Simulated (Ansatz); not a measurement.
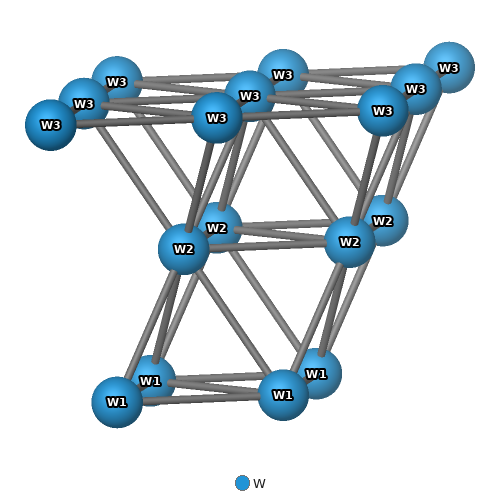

The system is C on a W(111) slab cut from the Fm-3m phase, its upper half relaxed before the scan (3 atoms of substrate and one adsorbate in a 1 × 1 cell); the picture shows it without the atoms that are moved over the map. C is moved along a line over the surface and along the normal, above a rigid substrate. The first coordinate is: position of C4 along the long diagonal of the hexagonal surface cell, from above W3; the second: height of C4 above the plane of W3. The grid has 9 × 7 points. At 10 points there is no value (left out of the scan, as a rule where atoms come close). Points are written as (first, second). Energies: eV, counted from the lowest grid point. The runs have no spin polarisation, so an open-shell adsorbate far from the surface lies too high. Theory: Ansatz 0.2.0, DFT PBE, scalar-relativistic, plane waves, PAW. Settings: cutoff 420 eV, k-mesh 9×9×1, gaussian smearing 0.1 eV, no spin polarisation.

Range: position of C4 along the long diagonal of the hexagonal surface cell from 0.00 to 4.39 Å; height of C4 above the plane of W3 from 1.27 to 4.13 Å.

**What landscape does the calculation give?**

The lowest grid point is at (3.30 Å, 1.27 Å) [nearest 3 W at 2.08 Å]. It lies at the edge of the scanned range, so the true minimum may lie outside. The highest grid point, (0.00 Å, 4.13 Å), lies 5.78 eV above the lowest.

```csv
"second ↓, first →",0.00,0.55,1.10,1.65,2.20,2.75,3.30,3.85,4.39
4.13,5.78,5.78,5.78,5.77,5.78,5.78,5.78,5.78,5.78
3.43,5.50,5.48,5.45,5.44,5.44,5.45,5.45,5.46,5.48
2.93,4.99,4.92,4.86,4.84,4.86,4.88,4.88,4.89,4.93
2.53,4.19,4.09,4.06,4.08,4.09,4.11,4.11,4.08,4.10
2.11,3.03,2.86,2.89,3.06,2.96,2.96,3.05,2.89,2.86
1.69,–,–,1.64,1.90,1.61,1.56,1.78,1.61,–
1.27,–,–,–,0.15,–,–,0.00,–,–
```

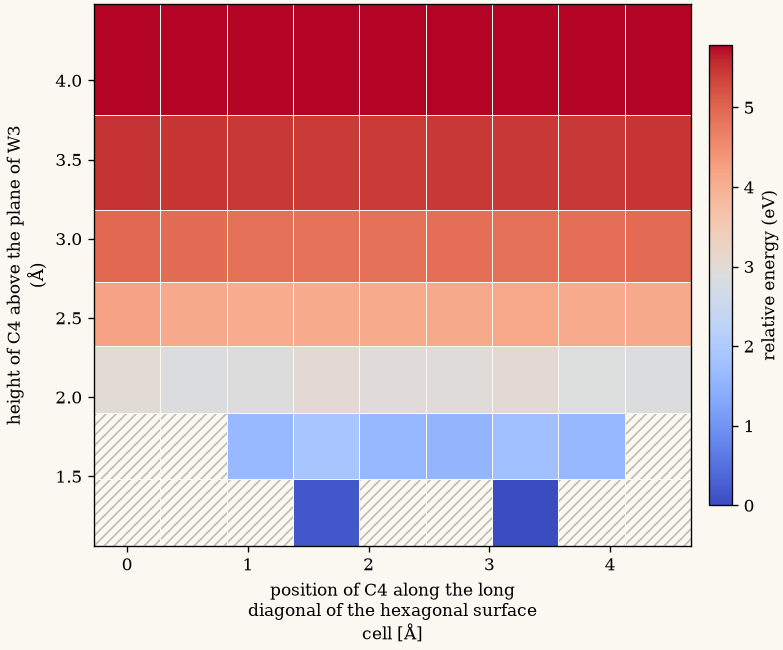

In the figure: one coloured cell a grid point, hatched blanks where no value was computed.

Each point was launched as `ansatz run input.yaml --threads 1 --pin off --max-ram 3072MiB --backend cpu --events-out ev --progress --plain --runs-dir out`. The whole map (53 points run) took 9.2 min on 1 thread of Arm Neoverse V1 (shared host).
